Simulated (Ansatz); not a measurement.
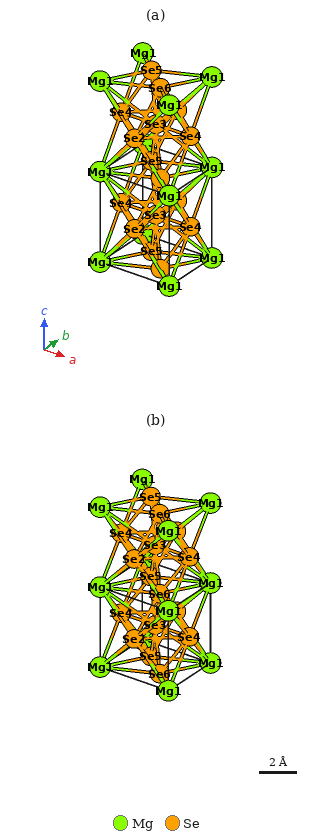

The structure of a crystal of MgSe₅ (a generated structure, set up in P6/mmm) (coarse preliminary run) before (top) and after (bottom) a relaxation, at one scale.

The picture is a ball-and-stick view of the cell of the calculation, repeated 1 × 1 × 2 with one cell outlined, seen slightly off an axis.

These are results of DFT PBE, scalar-relativistic, plane waves, PAW in Ansatz 0.2.0, not measurements. Set-up: plane-wave cutoff 420 eV; k-point mesh 3 × 3 × 4; occupations gaussian; smearing width 0.1 eV; no spin polarisation; cell and atoms relaxed; force threshold 0.04 eV/Å; at most 70 steps.

Summarise the run.

After 4 accepted moves (5 points after the start) the energy has fallen by 121 meV per atom. All forces vanish by symmetry, so only the cell relaxes. The pressure goes from −5.89 to 0.08 GPa. The SCF was repeated once at an unchanged geometry on a basis and grid sized afresh for the cell, which shifted the energy by 0.2 meV per atom at most. No atom moves by more than 0.005 Å relative to the cell. The drawn cell changes as follows: a = b 6.119 → 6.046 Å (−1.2 %), c 5.099 → 4.506 Å (−11.6 %); the volume changes by −13.7 %. Near-neighbour distances that change, for instance: Se2–Se5 3.102 → 2.850 Å, Mg1–Se2 3.983 → 3.770 Å, Mg1–Se5 3.533 → 3.490 Å, Se2–Se3 3.060 → 3.023 Å. The space group stays P6/mmm (No. 191).
